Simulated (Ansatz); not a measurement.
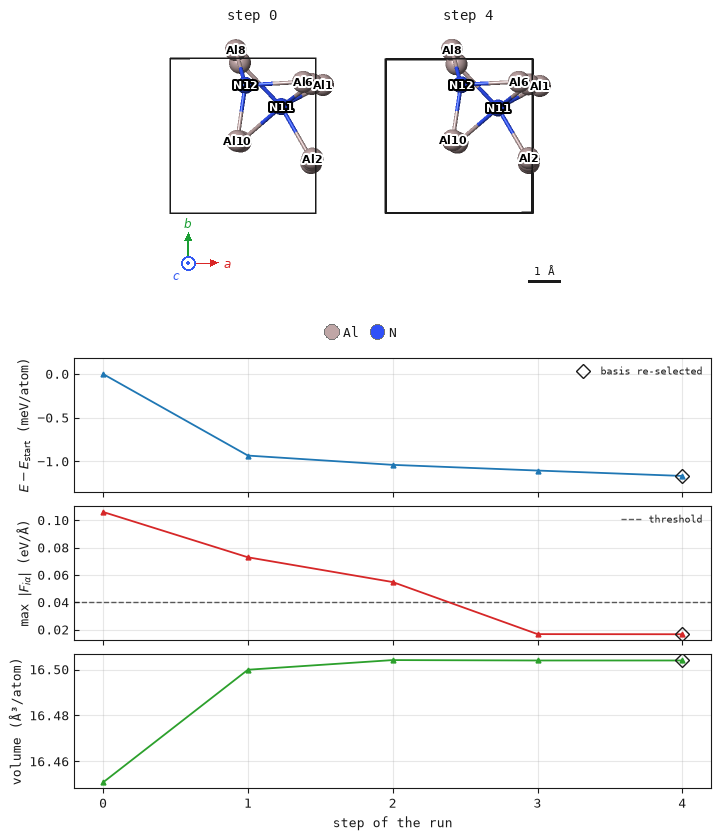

First and last geometry of a relaxation of solid Al5N (a generated structure, set up in P1) (coarse preliminary run), with the history of the run. The picture is a ball-and-stick view of the cell of the calculation, seen along the c axis.

Theory: DFT PBE, scalar-relativistic, plane waves, PAW (Ansatz). Set-up: plane-wave cutoff 420 eV; k-point mesh 4 × 4 × 2; occupations gaussian; smearing width 0.1 eV; no spin polarisation; cell and atoms relaxed; force threshold 0.04 eV/Å; at most 70 steps.

> Read the history and describe the run.

It converged. The atom that moves furthest relative to the cell is an Al atom (0.037 Å roughly along +b). Largest moves by element: Al 0.037 Å, N 0.031 Å. The drawn cell changes as follows: a 4.690 → 4.727 Å (+0.8 %), b 4.994 → 4.959 Å (−0.7 %), c 8.437 → 8.459 Å (+0.3 %), α 87.6° → 87.3°, β 88.8° → 89.3°, γ 89.9° → 89.7°; the volume changes by +0.3 %. Near-neighbour distances that change, for instance: Al–N 2.017 → 2.002 Å, Al–N 2.017 → 2.027 Å, Al–N 2.073 → 2.082 Å, Al–N 1.957 → 1.962 Å. The space group stays P1 (No. 1). Over 3 accepted moves (4 points after the start) the energy falls by 1.2 meV per atom. Largest force component: 0.11 eV/Å at the start, 0.017 eV/Å at the end. Pressure: 0.28 GPa at the start and 0.00 GPa at the end. At 1 point the geometry stayed and the basis and grid were re-selected for the new cell (energy shift of 0.1 meV per atom at most each time).

Limits of the set-up: the k-point mesh is coarse for a cell with partly filled bands.
